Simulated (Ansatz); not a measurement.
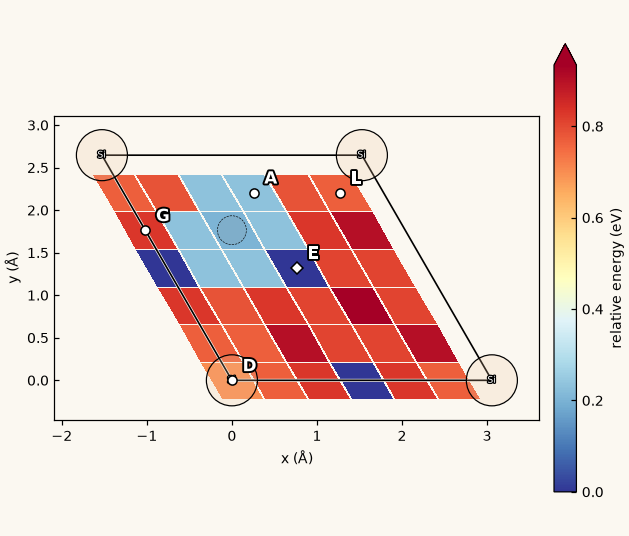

C on a SiC(001) slab cut from the P6_3mc phase, its upper half relaxed before the scan (8 atoms of substrate and one adsorbate in a 1 × 1 cell). 
- C is moved over the surface cell; relaxed at each place: the height of the adsorbate's atoms; substrate rigid; the origin of the map has the adsorbate above Si8.
- Places are given modulo a cell vector. The map is drawn in real space over the plane of the surface.
- Grid: 6 × 6 points; 10 points were computed and 26 follow by symmetry.
- Energies are in eV, from the lowest grid point.
- Energies and slopes of some neighbouring points disagree (a jump in structure or state, or too coarse a mesh). The magnetic moment jumps between some neighbouring points. With one adsorbate in each 1 × 1 cell, its nearest image is 3.1 Å away, so neighbouring adsorbates interact.
- All numbers below come from Ansatz 0.2.0, DFT LDA, scalar-relativistic, plane waves, PAW. Settings: cutoff 420 eV, k-mesh 9×9×1, gaussian smearing 0.05 eV, spin-polarised.

In the figure: one coloured cell a grid point, labelled circles for the atoms of the top layer and small ones for the second layer, the outline of one cell of the plane, one colour for all values above the top of the scale, lettered points.

Question: Rank the lettered points by energy, lowest first.

Answer: E (0.00 eV), A (0.23 eV), D (0.70 eV), L (0.77 eV), G (0.83 eV).

PAW datasets: the set soft_1.
